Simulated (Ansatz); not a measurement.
**Ti$_{5}$O: geometry relaxation (part 1 of 2)**

- system: Ti$_{5}$O (slab, 6 atoms in the cell)
- method: DFT PBE, scalar-relativistic, plane waves, PAW, PAW set soft_1, no spin polarisation (Ansatz 0.2.0)

The structure derives from an entry of the Crystallography Open Database. The input holds or restrains some coordinates. Figures and captions count atoms from 1; the log counts them from 0 in places.

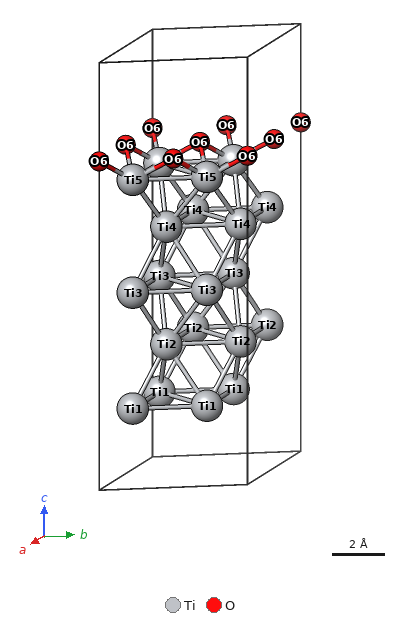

Figure 1. The input geometry (ball-and-stick view of the 2 × 2 repeat of the cell, with the vacuum cut short, seen slightly off an axis; atoms are numbered from 1 in the order of the input). Near neighbours in the crystal (not all of them lie inside the picture): Ti has 9 Ti at 2.88 to 2.94 Å; Ti has 12 Ti at 2.74 to 2.94 Å; Ti has 3 O at 1.97 Å and 9 Ti at 2.74 to 2.94 Å; O has 3 Ti at 1.97 Å.

## Input
```yaml
crystal:
  lattice:
    - [2.9381632086, 0.0, 0.0]
    - [-1.4690816043, 2.5445239791, 0.0]
    - [0.0, 0.0, 24.711706814]
  atoms:
    - { symbol: Ti, position: [0.6666666667, 0.3333333333, 0.1618666015] }
    - { symbol: Ti, position: [0.3333333333, 0.6666666667, 0.2559609806] }
    - { symbol: Ti, position: [0.6666666667, 0.3333333333, 0.3506708119] }
    - { symbol: Ti, position: [0.3333333333, 0.6666666667, 0.4475655916] }
    - { symbol: Ti, position: [0.6666666667, 0.3333333333, 0.5346335206] }
    - { symbol: O, position: [1.0, 1.0, 0.575100171] }
basis:
  ecutwfc: 420
kpoints:
  mp_grid: { grid: [9, 9, 1] }
hamiltonian:
  xc: pbe
  pseudopotentials: { kind: paw, azcp: { folder: soft_1 } }
scf:
  occupations: { method: gaussian, width: 0.1 }
output:
  forces: true
  eigenvalues: true
  write_density: true
  write_potential: true
  elf: true
  volumetric_format: npy
relax:
  adjacent_minimum: "off"
  f_tol: 0.025
  max_steps: 16
  constraints: [{ sites: [0, 1, 2, 3, 4] }, { sites: [5], fix: xy }]
efield:
  axis: 3
  dipole_correction: true
  ramp_width: 0.04
```

Run as:
```bash
ansatz run input.yaml --threads 1 --pin off --max-ram 3072MiB --backend cpu --events-out ev --progress --plain --runs-dir out
```

## What the program printed
```
Engine: ansatz 0.2.0, aarch64-unknown-linux-gnu
Pseudopotentials: kind: paw
Pseudopotential: Ti, paw, valence charge 12, recommended cutoff 420 eV (normal), [file]
Pseudopotential: O, paw, valence charge 6, recommended cutoff 420 eV (normal), [file]
Functional definition: PBE
  parameter kappa = 0.804
  parameter beta = 0.06672455060314922
  exchange = pbe_x(kappa = kappa, mu = beta*pi^2/3)
  correlation = pbe_c(beta = beta)
Crystal: 6 atoms, lattice volume = 184.750 Å³
Basis set: ecut = 420 eV, 3563 PW (Γ), exchange–correlation on 40×40×360 points (8 copies of the dense FFT grid, shifted against one another)
Bands: 40, of which v1, the nominal top of the filled ones, is band 33 counted from 1 (32 counted from 0)
Symmetry: 6 space group operations
Space group: P3m1 (ITA 156), of the structure as read, at distance tolerance 5.7e-5 Å
k-points: 12 of 81 (time reversal used)
Non-local potential: Ti, projectors of the file, l = 0: 3, l = 1: 2, l = 2: 3, l = 3: 1
Non-local potential: O, projectors of the file, l = 0: 2, l = 1: 2, l = 2: 1
PAW form: soft (Blöchl's): semilocal exchange-correlation on the pseudo side does not see the compensation charge
PAW one-centre angular grid: Ti, 590 points (default); XC on 64 Gauss nodes
PAW one-centre angular grid: O, 110 points (default); XC on 64 Gauss nodes
Initial density: superposition of atomic densities (neutral atoms: chi_scale 0, normalization atom)
Initial wavefunctions: pseudopotential atomic-orbital guess
Functional: x = pbe(κ = 0.804, μ = 0.2195149727645171), c = pbe(β = 0.06672455060314922)
SCF iter   1: F=—  HF=-13070.906774 eV  |F-HF|=—  |Δ(HF+E_count)|=         —  Δρ=8.14e-2  dr2=9.96e1  ethr=3.10e-3  p=0.000 e·Å  D=2.32e-6 V/Å  ΔV_dip=-0.00 eV  dr2_dipole=5.90e1  V_vac-E_F(+/−)=8.37/8.37 eV  ⟨swp⟩=9.2  Hψ=2313  notcnv=0
efield: sawtooth ramp at fractional position 0.8485 (placed from the atoms, in the widest stretch of the axis that holds none; the zero of the levels goes with the place), width 0.0400; the density the first Hamiltonian is built on has a dipole p = 0.000 e·Å; the dipole correction subtracts the counter field D = 2.32e-6 V/Å, which shifts the + side's vacuum level by -0.00 eV against the − side's; the planar-averaged density in the ramp window peaks in size at 4.0e-6 e/Å³
preconditioner: auto → LDOS  [metal: Δε(μ)=0.059 eV  Ē_g=3.904 eV  σ=0.100 eV  W_gap=0.32  n_scr=18 (ndim 8)  ℏωp=13.4 eV  f_vac=0.446  D(μ)=4.06/eV (n_scr^D=14)  β→1.0]
SCF iter   2: F=—  HF=-13121.407995 eV  |F-HF|=—  |Δ(HF+E_count)|=    5.05e1  Δρ=3.26e-1  dr2=4.17e3  ethr=3.10e-3  p=-0.729 e·Å  D=-7.14e-1 V/Å  ΔV_dip=17.66 eV  dr2_dipole=4.71e3  V_vac-E_F(+/−)=10.85/-6.80 eV  ⟨swp⟩=19.9  Hψ=5613  notcnv=0  defer=16  recentre
SCF iter   3: F=—  HF=-13068.400444 eV  |F-HF|=—  |Δ(HF+E_count)|=    5.30e1  Δρ=5.82e-2  dr2=6.93e1  ethr=3.10e-3  p=-0.027 e·Å  D=-2.60e-2 V/Å  ΔV_dip=0.64 eV  dr2_dipole=4.27e1  V_vac-E_F(+/−)=8.09/7.51 eV  ⟨swp⟩=13.8  Hψ=3793  notcnv=0  defer=7
SCF iter   4: F=—  HF=-13067.189854 eV  |F-HF|=—  |Δ(HF+E_count)|=    1.21e0  Δρ=1.82e-2  dr2=2.28e0  ethr=3.10e-3  p=0.347 e·Å  D=3.40e-1 V/Å  ΔV_dip=-8.41 eV  dr2_dipole=1.69e0  V_vac-E_F(+/−)=6.62/14.95 eV  ⟨swp⟩=6.7  Hψ=1118  notcnv=0  defer=12
SCF iter   5: F=—  HF=-13066.715766 eV  |F-HF|=—  |Δ(HF+E_count)|=   4.74e-1  Δρ=2.20e-2  dr2=1.94e1  ethr=3.10e-3  p=0.181 e·Å  D=1.77e-1 V/Å  ΔV_dip=-4.37 eV  dr2_dipole=8.45e0  V_vac-E_F(+/−)=6.70/11.03 eV  ⟨swp⟩=3.8  Hψ=817  notcnv=0  defer=14  recentre
SCF iter   6: F=—  HF=-13066.440363 eV  |F-HF|=—  |Δ(HF+E_count)|=   2.75e-1  Δρ=1.52e-2  dr2=5.71e0  ethr=3.10e-3  p=0.020 e·Å  D=1.92e-2 V/Å  ΔV_dip=-0.48 eV  dr2_dipole=2.24e0  V_vac-E_F(+/−)=6.47/6.93 eV  ⟨swp⟩=2.5  Hψ=635  notcnv=0  defer=11
SCF iter   7: F=—  HF=-13066.419296 eV  |F-HF|=—  |Δ(HF+E_count)|=   2.11e-2  Δρ=1.24e-2  dr2=7.82e0  ethr=3.10e-3  p=-0.053 e·Å  D=-5.21e-2 V/Å  ΔV_dip=1.29 eV  dr2_dipole=4.89e0  V_vac-E_F(+/−)=6.42/5.11 eV  ⟨swp⟩=2.5  Hψ=551  notcnv=0  defer=12
SCF iter   8: F=—  HF=-13066.412015 eV  |F-HF|=—  |Δ(HF+E_count)|=   7.28e-3  Δρ=1.03e-2  dr2=6.41e0  ethr=3.10e-3  p=-0.109 e·Å  D=-1.07e-1 V/Å  ΔV_dip=2.63 eV  dr2_dipole=4.50e0  V_vac-E_F(+/−)=6.43/3.80 eV  ⟨swp⟩=1.2  Hψ=570  notcnv=0  defer=11
SCF iter   9: F=—  HF=-13066.385020 eV  |F-HF|=—  |Δ(HF+E_count)|=   2.70e-2  Δρ=6.07e-3  dr2=1.66e0  ethr=3.10e-3  p=-0.093 e·Å  D=-9.07e-2 V/Å  ΔV_dip=2.24 eV  dr2_dipole=1.09e0  V_vac-E_F(+/−)=6.36/4.13 eV  ⟨swp⟩=1.4  Hψ=493  notcnv=0  defer=11
SCF iter  10: F=—  HF=-13066.379185 eV  |F-HF|=—  |Δ(HF+E_count)|=   5.83e-3  Δρ=4.18e-3  dr2=8.97e-1  ethr=2.51e-3  p=-0.081 e·Å  D=-7.90e-2 V/Å  ΔV_dip=1.95 eV  dr2_dipole=5.71e-1  V_vac-E_F(+/−)=6.38/4.43 eV  ⟨swp⟩=1.7  Hψ=501  notcnv=0  defer=11
SCF iter  11: F=—  HF=-13066.372034 eV  |F-HF|=—  |Δ(HF+E_count)|=   7.15e-3  Δρ=7.68e-4  dr2=7.62e-3  ethr=1.36e-3  p=-0.079 e·Å  D=-7.78e-2 V/Å  ΔV_dip=1.92 eV  dr2_dipole=3.55e-3  V_vac-E_F(+/−)=6.34/4.42 eV  ⟨swp⟩=1.8  Hψ=568  notcnv=0  defer=11
SCF iter  12: F=—  HF=-13066.370507 eV  |F-HF|=—  |Δ(HF+E_count)|=   1.53e-3  Δρ=2.24e-4  dr2=1.92e-4  ethr=1.15e-5  p=-0.080 e·Å  D=-7.80e-2 V/Å  ΔV_dip=1.93 eV  dr2_dipole=1.15e-6  V_vac-E_F(+/−)=6.34/4.41 eV  ⟨swp⟩=2.6  Hψ=705  notcnv=0  defer=11
SCF iter  13: F=—  HF=-13066.370635 eV  |F-HF|=—  |Δ(HF+E_count)|=   1.28e-4  Δρ=1.24e-4  dr2=2.80e-4  ethr=2.90e-7  p=-0.079 e·Å  D=-7.71e-2 V/Å  ΔV_dip=1.91 eV  dr2_dipole=1.99e-4  V_vac-E_F(+/−)=6.34/4.43 eV  ⟨swp⟩=4.2  Hψ=898  notcnv=0  defer=10
SCF iter  14: F=—  HF=-13066.370643 eV  |F-HF|=—  |Δ(HF+E_count)|=   7.55e-6  Δρ=4.83e-5  dr2=1.57e-5  ethr=2.37e-8  p=-0.079 e·Å  D=-7.78e-2 V/Å  ΔV_dip=1.92 eV  dr2_dipole=7.62e-6  V_vac-E_F(+/−)=6.34/4.42 eV  ⟨swp⟩=31.5  Hψ=6699  notcnv=0
SCF iter  15: F=-13066.370645 eV  HF=-13066.370644 eV  |F-HF|=7.58e-7  |Δ(HF+E_count)|=   1.37e-6  Δρ=1.81e-5  dr2=5.42e-7  ethr=2.37e-8  p=-0.079 e·Å  D=-7.77e-2 V/Å  ΔV_dip=1.92 eV  dr2_dipole=4.22e-8  V_vac-E_F(+/−)=6.34/4.42 eV  ⟨swp⟩=13.7  Hψ=4415  notcnv=0
SCF 1 converged in 15 iterations: F = -13066.370645 eV  dr2 = 5.42e-7
  greatest PAW one-centre occupation: 0.999 electrons in one spin orbital (limit 2), on the Ti atom at site 2 (counted from 0), in its partial waves of l = 0
relax step   1: F+E_penalty+E_count = -13066.37064474 eV  Δ(F+E_penalty+E_count) = +0.000e0 eV  max|allowed force component| = 1.317e0 eV/Å  Δτ_max = 0.0000 Å  (15 SCF iters, dr2 threshold 1.56e-5 eV, accepted)
Initial density: handed on by an earlier stage of this run
Initial wavefunctions: those handed on with the density
iter 1 solved again at ethr=2.40e-4 eV; its pass at ethr=3.10e-3 eV (dr2=1.58e-1 eV) is discarded
SCF iter   1: F=—  HF=-13066.432883 eV  |F-HF|=—  |Δ(HF+E_count)|=         —  Δρ=2.90e-3  dr2=1.33e-1  ethr=2.40e-4  p=-0.079 e·Å  D=-7.77e-2 V/Å  ΔV_dip=1.92 eV  dr2_dipole=1.06e-1  V_vac-E_F(+/−)=6.33/4.41 eV  ⟨swp⟩=1.3  Hψ=1400  notcnv=0  defer=4
efield: sawtooth ramp at fractional position 0.8485 (handed on by an earlier solve), width 0.0400; the density the first Hamiltonian is built on has a dipole p = -0.079 e·Å; the dipole correction subtracts the counter field D = -7.77e-2 V/Å, which shifts the + side's vacuum level by +1.92 eV against the − side's; the planar-averaged density in the ramp window peaks in size at 3.7e-6 e/Å³
preconditioner: auto → LDOS  [metal: Δε(μ)=0.017 eV  Ē_g=4.326 eV  σ=0.100 eV  W_gap=0.09  n_scr=18 (ndim 8)  ℏωp=13.9 eV  f_vac=0.460  D(μ)=10.70/eV (n_scr^D=126)  β→1.0]
SCF iter   2: F=—  HF=-13066.423937 eV  |F-HF|=—  |Δ(HF+E_count)|=   8.95e-3  Δρ=1.89e-3  dr2=1.50e-2  ethr=2.02e-4  p=-0.062 e·Å  D=-6.06e-2 V/Å  ΔV_dip=1.50 eV  dr2_dipole=7.02e-3  V_vac-E_F(+/−)=5.92/4.42 eV  ⟨swp⟩=2.0  Hψ=578  notcnv=0  defer=4
SCF iter   3: F=—  HF=-13066.423346 eV  |F-HF|=—  |Δ(HF+E_count)|=   5.91e-4  Δρ=7.73e-4  dr2=4.80e-3  ethr=2.28e-5  p=-0.064 e·Å  D=-6.26e-2 V/Å  ΔV_dip=1.55 eV  dr2_dipole=3.15e-4  V_vac-E_F(+/−)=5.97/4.42 eV  ⟨swp⟩=2.5  Hψ=637  notcnv=0  defer=4
SCF iter   4: F=—  HF=-13066.423055 eV  |F-HF|=—  |Δ(HF+E_count)|=   2.91e-4  Δρ=1.74e-4  dr2=2.85e-4  ethr=7.27e-6  p=-0.063 e·Å  D=-6.15e-2 V/Å  ΔV_dip=1.52 eV  dr2_dipole=4.12e-6  V_vac-E_F(+/−)=5.94/4.42 eV  ⟨swp⟩=2.0  Hψ=599  notcnv=0  defer=4
SCF iter   5: F=—  HF=-13066.423036 eV  |F-HF|=—  |Δ(HF+E_count)|=   1.92e-5  Δρ=1.56e-4  dr2=2.72e-4  ethr=4.32e-7  p=-0.062 e·Å  D=-6.11e-2 V/Å  ΔV_dip=1.51 eV  dr2_dipole=1.59e-5  V_vac-E_F(+/−)=5.93/4.42 eV  ⟨swp⟩=2.0  Hψ=644  notcnv=0  defer=4
SCF iter   6: F=-13066.423017 eV  HF=-13066.423028 eV  |F-HF|=1.06e-5  |Δ(HF+E_count)|=   7.67e-6  Δρ=4.18e-5  dr2=1.18e-5  ethr=1.52e-7  p=-0.062 e·Å  D=-6.10e-2 V/Å  ΔV_dip=1.51 eV  dr2_dipole=1.99e-8  V_vac-E_F(+/−)=5.93/4.42 eV  ⟨swp⟩=18.4  Hψ=4679  notcnv=0
SCF 2 converged in 6 iterations: F = -13066.423017 eV  dr2 = 1.18e-5
  Residual-converged pass: ⟨swp⟩=1.0  Hψ=528  notcnv=0  max |occ|·‖R‖ = 7.0e-9 eV (tolerance 1.0e-8 eV)  dr2=1.18e-5  dr2_onsite=3.01e-7  max |Δocc| = 5.6e-11
relax step   2: F+E_penalty+E_count = -13066.42301727 eV  Δ(F+E_penalty+E_count) = -5.237e-2 eV  max|allowed force component| = 4.872e-1 eV/Å  Δτ_max = 0.0579 Å  (6 SCF iters, dr2 threshold 1.00e-4 eV, accepted)
SCF iter   1: F=—  HF=-13066.434419 eV  |F-HF|=—  |Δ(HF+E_count)|=         —  Δρ=1.69e-3  dr2=5.01e-2  ethr=6.57e-4  p=-0.062 e·Å  D=-6.10e-2 V/Å  ΔV_dip=1.51 eV  dr2_dipole=3.97e-2  V_vac-E_F(+/−)=5.92/4.42 eV  ⟨swp⟩=2.1  Hψ=826  notcnv=0  defer=4
efield: sawtooth ramp at fractional position 0.8485 (handed on by an earlier solve), width 0.0400; the density the first Hamiltonian is built on has a dipole p = -0.062 e·Å; the dipole correction subtracts the counter field D = -6.10e-2 V/Å, which shifts the + side's vacuum level by +1.51 eV against the − side's; the planar-averaged density in the ramp window peaks in size at 3.8e-6 e/Å³
preconditioner: auto → LDOS  [metal: Δε(μ)=0.021 eV  Ē_g=4.113 eV  σ=0.100 eV  W_gap=0.12  n_scr=18 (ndim 8)  ℏωp=13.8 eV  f_vac=0.461  D(μ)=10.69/eV (n_scr^D=126)  β→1.0]
SCF iter   2: F=—  HF=-13066.431294 eV  |F-HF|=—  |Δ(HF+E_count)|=   3.12e-3  Δρ=1.17e-3  dr2=4.43e-3  ethr=7.60e-5  p=-0.051 e·Å  D=-5.02e-2 V/Å  ΔV_dip=1.24 eV  dr2_dipole=1.61e-3  V_vac-E_F(+/−)=5.66/4.42 eV  ⟨swp⟩=2.0  Hψ=693  notcnv=0  defer=3
SCF iter   3: F=—  HF=-13066.431026 eV  |F-HF|=—  |Δ(HF+E_count)|=   2.67e-4  Δρ=4.37e-4  dr2=1.64e-3  ethr=6.71e-6  p=-0.053 e·Å  D=-5.21e-2 V/Å  ΔV_dip=1.29 eV  dr2_dipole=1.22e-4  V_vac-E_F(+/−)=5.71/4.42 eV  ⟨swp⟩=2.2  Hψ=637  notcnv=0  defer=3
SCF iter   4: F=—  HF=-13066.430935 eV  |F-HF|=—  |Δ(HF+E_count)|=   9.16e-5  Δρ=1.23e-4  dr2=1.36e-4  ethr=2.49e-6  p=-0.053 e·Å  D=-5.15e-2 V/Å  ΔV_dip=1.27 eV  dr2_dipole=3.72e-6  V_vac-E_F(+/−)=5.69/4.42 eV  ⟨swp⟩=2.0  Hψ=572  notcnv=0  defer=3
SCF iter   5: F=—  HF=-13066.430928 eV  |F-HF|=—  |Δ(HF+E_count)|=   6.86e-6  Δρ=9.98e-5  dr2=1.09e-4  ethr=2.06e-7  p=-0.052 e·Å  D=-5.12e-2 V/Å  ΔV_dip=1.26 eV  dr2_dipole=8.69e-6  V_vac-E_F(+/−)=5.69/4.42 eV  ⟨swp⟩=2.0  Hψ=629  notcnv=0  defer=3
SCF iter   6: F=-13066.430921 eV  HF=-13066.430925 eV  |F-HF|=3.33e-6  |Δ(HF+E_count)|=   3.32e-6  Δρ=2.10e-5  dr2=4.28e-6  ethr=2.25e-8  p=-0.052 e·Å  D=-5.11e-2 V/Å  ΔV_dip=1.26 eV  dr2_dipole=2.50e-8  V_vac-E_F(+/−)=5.68/4.42 eV  ⟨swp⟩=17.2  Hψ=4466  notcnv=0
SCF 3 converged in 6 iterations: F = -13066.430921 eV  dr2 = 4.28e-6
relax step   3: F+E_penalty+E_count = -13066.43092143 eV  Δ(F+E_penalty+E_count) = -7.904e-3 eV  max|allowed force component| = 6.225e-3 eV/Å  Δτ_max = 0.0330 Å  (6 SCF iters, dr2 threshold 1.48e-5 eV, accepted)
iter 1 solved again at ethr=6.55e-9 eV; its pass at ethr=3.10e-3 eV (dr2=4.33e-6 eV) is discarded
SCF iter   1: F=—  HF=-13066.430963 eV  |F-HF|=—  |Δ(HF+E_count)|=         —  Δρ=2.11e-5  dr2=4.33e-6  ethr=6.55e-9  p=-0.052 e·Å  D=-5.11e-2 V/Å  ΔV_dip=1.26 eV  dr2_dipole=2.94e-8  V_vac-E_F(+/−)=5.68/4.42 eV  ⟨swp⟩=1.0  Hψ=1248  notcnv=0
efield: sawtooth ramp at fractional position 0.8485 (handed on by an earlier solve), width 0.0400; the density the first Hamiltonian is built on has a dipole p = -0.052 e·Å; the dipole correction subtracts the counter field D = -5.11e-2 V/Å, which shifts the + side's vacuum level by +1.26 eV against the − side's; the planar-averaged density in the ramp window peaks in size at 3.9e-6 e/Å³
preconditioner: auto → LDOS  [metal: Δε(μ)=0.027 eV  Ē_g=3.152 eV  σ=0.100 eV  W_gap=0.15  n_scr=18 (ndim 8)  ℏωp=13.4 eV  f_vac=0.461  D(μ)=10.46/eV (n_scr^D=126)  β→1.0]
SCF iter   2: F=—  HF=-13066.430925 eV  |F-HF|=—  |Δ(HF+E_count)|=   3.75e-5  Δρ=1.73e-5  dr2=5.87e-7  ethr=6.55e-9  p=-0.052 e·Å  D=-5.10e-2 V/Å  ΔV_dip=1.26 eV  dr2_dipole=4.00e-8  V_vac-E_F(+/−)=5.68/4.42 eV  ⟨swp⟩=2.0  Hψ=785  notcnv=0
SCF iter   3: F=—  HF=-13066.430925 eV  |F-HF|=—  |Δ(HF+E_count)|=   1.81e-8  Δρ=5.40e-6  dr2=2.44e-7  ethr=1.52e-10  p=-0.052 e·Å  D=-5.10e-2 V/Å  ΔV_dip=1.26 eV  dr2_dipole=3.24e-9  V_vac-E_F(+/−)=5.68/4.42 eV  ⟨swp⟩=11.7  Hψ=3577  notcnv=0
SCF iter   4: F=-13066.430925 eV  HF=-13066.430925 eV  |F-HF|=3.26e-8  |Δ(HF+E_count)|=   2.96e-8  Δρ=2.68e-6  dr2=6.95e-8  ethr=1.52e-10  p=-0.052 e·Å  D=-5.10e-2 V/Å  ΔV_dip=1.26 eV  dr2_dipole=1.16e-8  V_vac-E_F(+/−)=5.68/4.42 eV  ⟨swp⟩=8.6  Hψ=3318  notcnv=0
SCF 4 converged in 4 iterations: F = -13066.430925 eV  dr2 = 6.95e-8
relax step   4: F+E_penalty+E_count = -13066.43092508 eV  Δ(F+E_penalty+E_count) = -3.651e-6 eV  max|allowed force component| = 7.954e-3 eV/Å  Δτ_max = 0.0000 Å  (4 SCF iters, accepted)
```

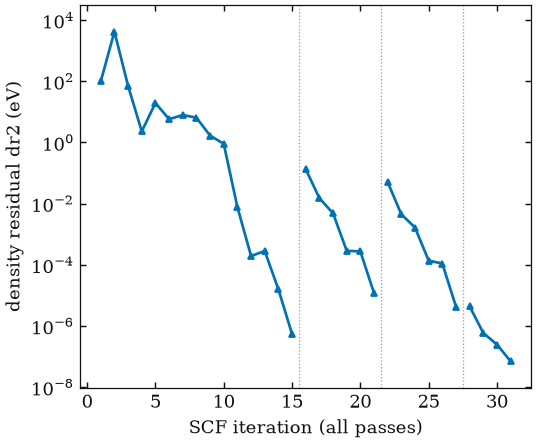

Figure 2. Convergence of the self-consistent field: density residual dr2 against the SCF iteration. The dotted lines part the SCF passes of the relaxation: geometry steps, rejected trials and re-solves on a re-selected basis. The passes take 15, 6, 6 and 4 iterations.
